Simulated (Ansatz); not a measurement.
Eu

Input file:

```
crystal:
  lattice:
    - [0.0, 3.0046852397, 3.0046852397]
    - [3.0046852397, 0.0, 3.0046852397]
    - [3.0046852397, 3.0046852397, 0.0]
  atoms:
    - { symbol: Eu, position: [0.0, 0.0, 0.0] }
kpoints:
  mp_grid: { grid: [9, 9, 9] }
scf:
  occupations: { method: fermi_dirac, width: 0.08 }
hamiltonian:
  xc: pbe
  pseudopotentials: { kind: paw }
output:
  forces: true
  stress: true
  eigenvalues: true
  write_density: true
  write_potential: true
  elf: true
  volumetric_format: npy
```

Run with:

```sh
ansatz run input.yaml --threads 1 --pin off --max-ram 3072MiB --backend cpu --events-out ev --progress --plain --runs-dir out
```

Below, planes, directions and counts refer to the conventional cell (a = 6.01 Å, b = 6.01 Å, c = 6.01 Å, α = 90.00°, β = 90.00°, γ = 90.00°).

Space group Fm-3m; a structure from a database of computed crystals, not necessarily the ambient phase; computed pressure about −4 GPa in this cell; computed without spin polarisation; no Hubbard U on the f states and no spin–orbit coupling.

These are results of DFT, PBE, PAW with Ansatz's default frozen-core files, scalar-relativistic (Ansatz 0.2.0), not measurements.

Q: What will maps of the valence pseudo-density and electron localisation function show?

A: Eu–Eu (4.25 Å): ρ is about 0.05 e/Å³ halfway; the ELF is about 0.20 at the midpoint; no shared electron pair shows on this line.

Q: Does the calculation make it a metal, or give it a gap?

A: It is metallic or semimetallic at this level of theory: no gap opens.

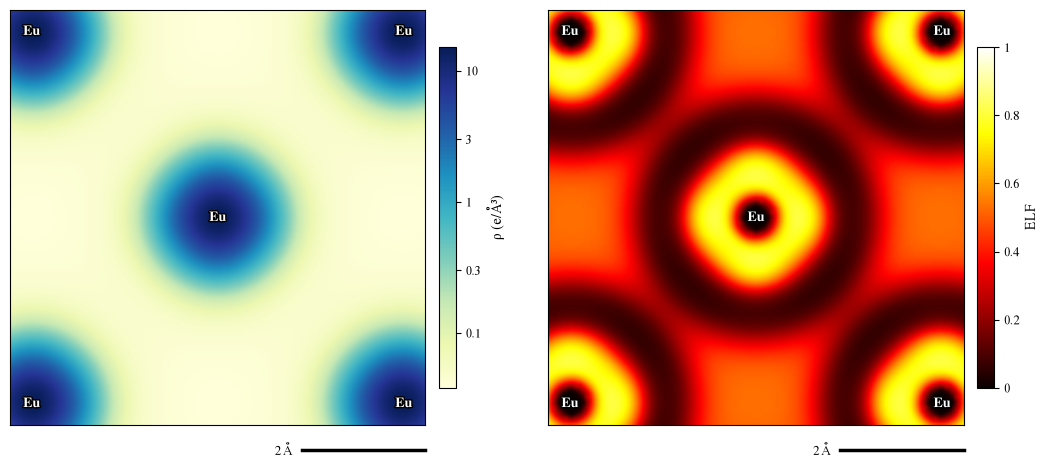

Computed valence pseudo-density and electron localisation function on the (100) plane of the conventional cell, in this order. 
